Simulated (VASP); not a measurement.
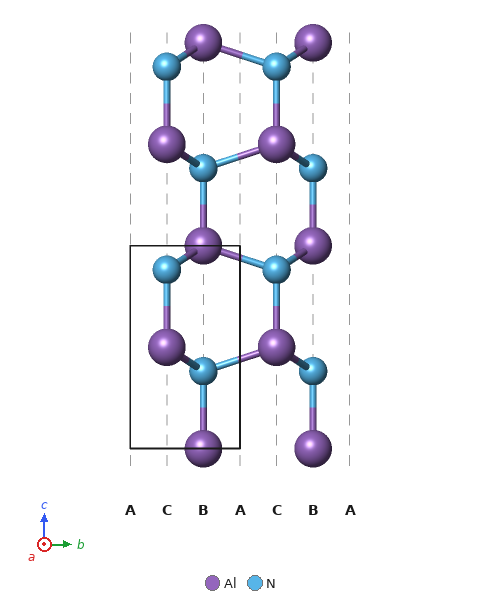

Projection along an edge of the hexagonal mesh, stacking direction c upwards. The dashed lines mark the three columns A (0, 0), B (1/3, 2/3) and C (2/3, 1/3). The sequence starts with the first layer at or above the cell's origin.

AlN. Coordinates: the geometry relaxed with VASP 6.6.1, VASP Kohn-Sham DFT of a periodic cell, r2SCAN with rVV10, VASP PAW PBE potentials, recommended.

Question: Give the sequence of layers in one repeat, with element and column.

Answer: Al(B) – N(B) – Al(C) – N(C) (four layers in 4.97 Å).

Question: How are the N layers alone stacked?

Answer: N layers alone: BC, the hexagonal close-packed type.

Question: Which positions between or in the N layers do the other atoms fill?

Answer: Al: two tetrahedral sites in each hexagonal cell.

Question: What short polytype symbol fits?

Answer: Polytype symbol 2H, the symbol of a tetrahedral polytype (number of double layers in the repeat and lattice).
